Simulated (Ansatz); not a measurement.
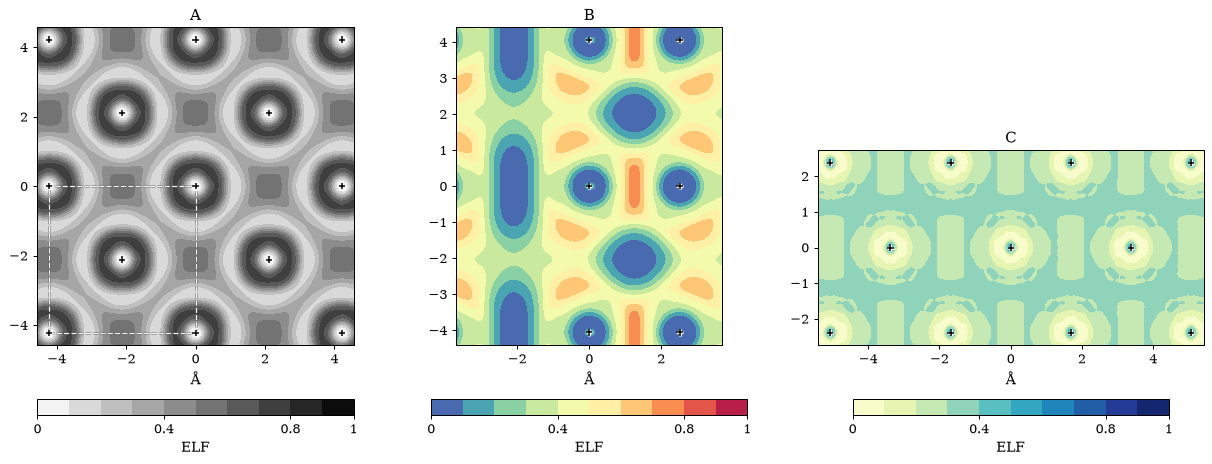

The electron localisation function of 3 systems, each on a plane through atoms (crosses mark nuclei in the plane).

The calculation used DFT PBE, scalar-relativistic, plane waves, PAW (Ansatz 0.2.0).

System 1: Ge, the (11̄0) plane of the conventional cell. Space group P6₃/mmc; a structure from a database of computed crystals, not necessarily the ambient phase.

System 2: Ga, the (110) plane of the conventional cell. Space group Im-3m; a generated structure, not necessarily the stable one; computed without spin polarisation.

System 3: Ta, the (010) plane of the conventional cell. Space group Fm-3m; a generated structure, not necessarily the stable one; computed without spin polarisation.

```
CELL_PARAMETERS angstrom
4.22302 0.00000 0.00000
0.00000 4.22302 0.00000
0.00000 0.00000 4.22302
ATOMIC_POSITIONS crystal
Ta 0.00000 0.00000 0.00000
Ta 0.50000 0.50000 0.00000
Ta 0.50000 0.00000 0.50000
Ta 0.00000 0.50000 0.50000
```

### Which map belongs to which system?

Panel A is system 3, Ta: the plane holds Ta. Ta–Ta (2.99 Å): the ELF is about 0.30 at the midpoint. Panel B is system 1, Ge: the plane holds Ge. Ge–Ge (2.51 Å): the ELF peaks at about 0.80 between the atoms. Panel C is system 2, Ga: the plane holds Ga. Ga–Ga (2.92 Å): the ELF is about 0.35 at the midpoint; no localised pair shows between them.
